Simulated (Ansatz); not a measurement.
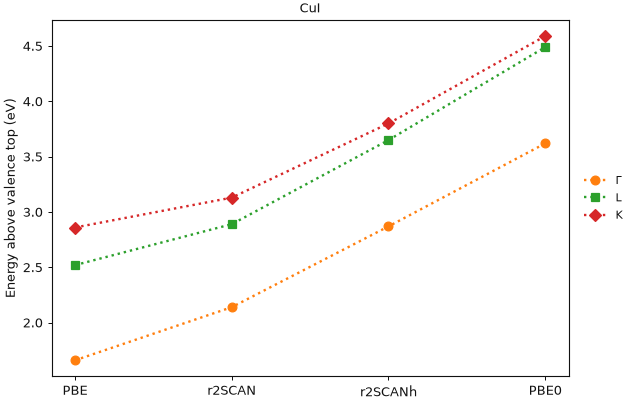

Lowest conduction level at each named k point, counted from the valence-band top at Γ, by several methods on one cell of CuI, space group P-3m1 (No. 164), 4 atoms in the cell, relaxed with r2SCAN+rVV10; a = 4.095 Å, c = 7.210 Å (hexagonal axes). All runs are without spin-orbit coupling and carry no moments. The names follow the standardised cell of this lattice; in reduced coordinates of the cell that was run, L is (0.5, 0, 0.5) and K is (0.333, 0.333, 0).

**Does PBE0 shift these levels rigidly from PBE?**

The shifts are +1.96 eV at Γ, +1.97 eV at L and +1.73 eV at K, and at points that aren't plotted +2.09 eV (A), +1.97 eV (M) and +2.04 eV (H): over the named points that both runs hold, a spread of 0.36 eV on a mean of 1.96 eV, so one shift describes them only roughly.

**How do the methods rank at Γ?**

From low to high: PBE 1.66, r2SCAN 2.14, r2SCANh 2.87, PBE0 3.62 eV.

**Do the methods agree on which of these conduction levels is lowest?**

Yes: all put it at Γ.

| method | program | Γ (eV) | L (eV) | K (eV) |
| --- | --- | --- | --- | --- |
| PBE | Ansatz | 1.66 | 2.52 | 2.86 |
| r2SCAN | Ansatz | 2.14 | 2.89 | 3.13 |
| r2SCANh | Ansatz | 2.87 | 3.65 | 3.80 |
| PBE0 | Ansatz | 3.62 | 4.49 | 4.59 |

Settings. PBE: Ansatz PAW set, 12×12×4 k mesh, 420 eV cutoff, Fermi-Dirac smearing of 0.02 eV (Ansatz 0.2.0). r2SCAN: Ansatz PAW set, 12×12×4 k mesh, 500 eV cutoff, fixed occupations (Ansatz 0.2.0). r2SCANh: Ansatz PAW set, 6×6×4 k mesh, 500 eV cutoff, fixed occupations (Ansatz 0.2.0). PBE0: Ansatz PAW set, 6×6×4 k mesh, 420 eV cutoff, fixed occupations (Ansatz 0.2.0).

These are four of the 8 methods that were run on this cell. Spin-orbit coupling is left out, which matters for I. The usual form of CuI is zincblende. r2SCAN, r2SCANh and PBE0: the PAW data sets were made with another functional. LDA, GGA and most meta-GGA functionals understate gaps. The names follow the standardised cell of this lattice; in reduced coordinates of the cell that was run, A is (0, 0, 0.5), M is (0.5, 0, 0) and H is (0.333, 0.333, 0.5).
